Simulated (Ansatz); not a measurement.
System: CrI3.

Input

```
crystal:
  lattice:
    - [6.9685486799, 0.0, 0.0]
    - [-3.4842743399, 6.0349401843, 0.0]
    - [0.0, 0.0, 20.7558563477]
  atoms:
    - { symbol: Cr, position: [0.22104815, 0.11052407, 0.0], spin: 3.26 }
    - { symbol: Cr, position: [0.88947592, 0.11052407, 0.33333333], spin: 3.26 }
    - { symbol: Cr, position: [0.88947592, 0.77895185, 0.66666667], spin: 3.26 }
    - { symbol: Cr, position: [0.55478676, 0.77739338, 0.0], spin: 3.26 }
    - { symbol: Cr, position: [0.22260662, 0.77739338, 0.33333333], spin: 3.26 }
    - { symbol: Cr, position: [0.22260662, 0.44521324, 0.66666667], spin: 3.26 }
    - { symbol: I, position: [0.88776395, 0.79907555, 0.92486928] }
    - { symbol: I, position: [0.20092445, 0.0886884, 0.25820261] }
    - { symbol: I, position: [0.88776395, 0.0886884, 0.07513072] }
    - { symbol: I, position: [0.9113116, 0.11223605, 0.59153594] }
    - { symbol: I, position: [0.20092445, 0.11223605, 0.74179739] }
    - { symbol: I, position: [0.9113116, 0.79907555, 0.40846406] }
    - { symbol: I, position: [0.24418299, 0.44417362, 0.92466634] }
    - { symbol: I, position: [0.55582638, 0.80000937, 0.25799967] }
    - { symbol: I, position: [0.24418299, 0.80000937, 0.07533366] }
    - { symbol: I, position: [0.19999063, 0.75581701, 0.591333] }
    - { symbol: I, position: [0.55582638, 0.75581701, 0.74200033] }
    - { symbol: I, position: [0.19999063, 0.44417362, 0.408667] }
    - { symbol: I, position: [0.53183183, 0.44390725, 0.07565284] }
    - { symbol: I, position: [0.55609275, 0.08792458, 0.40898617] }
    - { symbol: I, position: [0.53183183, 0.08792458, 0.92434716] }
    - { symbol: I, position: [0.91207542, 0.46816817, 0.7423195] }
    - { symbol: I, position: [0.55609275, 0.46816817, 0.59101383] }
    - { symbol: I, position: [0.91207542, 0.44390725, 0.2576805] }
basis:
  ecutwfc: 420
kpoints:
  mp_grid: { grid: [6, 6, 2] }
hamiltonian:
  xc: pbe
scf:
  occupations: { method: gaussian, width: 0.02 }
output:
  forces: true
  stress: true
  eigenvalues: true
  populations: true
  write_density: true
  write_potential: true
  elf: true
  volumetric_format: npy
magnetization:
  spin_polarized: true
relax:
  adjacent_minimum: "off"
  f_tol: 0.01
  max_steps: 80
  cell: { stress_tol: 0.05 }
```

Launched as:

```sh
ansatz run input.yaml --threads 8 --pin off --max-ram 20480MiB --backend cpu --events-out ev --progress --plain --runs-dir out
```

Below, planes, directions and counts refer to the conventional cell (a = 7.01 Å, b = 7.01 Å, c = 22.72 Å, α = 90.00°, β = 90.00°, γ = 120.00°).

The fields are those of the relaxed geometry.

Space group P3₁12; a structure from a database of computed crystals, not necessarily the ambient phase; started from the database_151 prototype, which need not be the ambient phase; spin-polarised.

These are results of Ansatz 0.2.0, DFT PBE, scalar-relativistic, plane waves, PAW, not measurements.

What can the converged valence pseudo-density, electron localisation function and spin density tell about the bonding?

Cr–I (2.74 Å): ρ at the midpoint is about 0.38 e/Å³, with its minimum of 0.32 e/Å³ about 1.2 Å from Cr; the ELF is about 0.70 at the midpoint.
The spin density sits on Cr: +3.0 μB (×6) in one cell of 24 atoms, with smaller moments on I (up to −0.06 μB): parallel main moments (a ferromagnetic arrangement) in this solution. The cell of the calculation (24 atoms) carries 18.0 μB of net spin moment.

Does the calculation make it a metal, or give it a gap?

It is gapped, with a Kohn–Sham gap of 1.2 eV on the k-point mesh, an upper bound to the gap of this method.

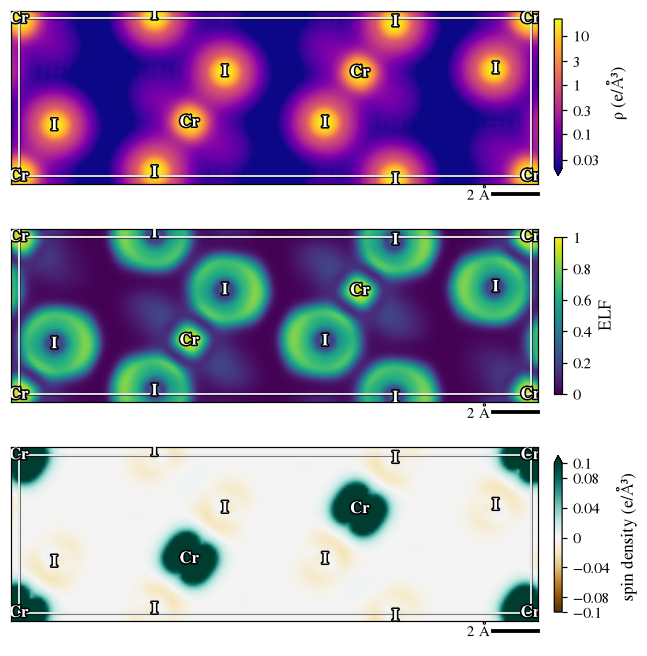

Computed valence pseudo-density, electron localisation function and spin density on the (11̄0) plane of the conventional cell, in this order. 

The density is the valence pseudo-density of a PAW calculation; it isn't the true density close to the nuclei.
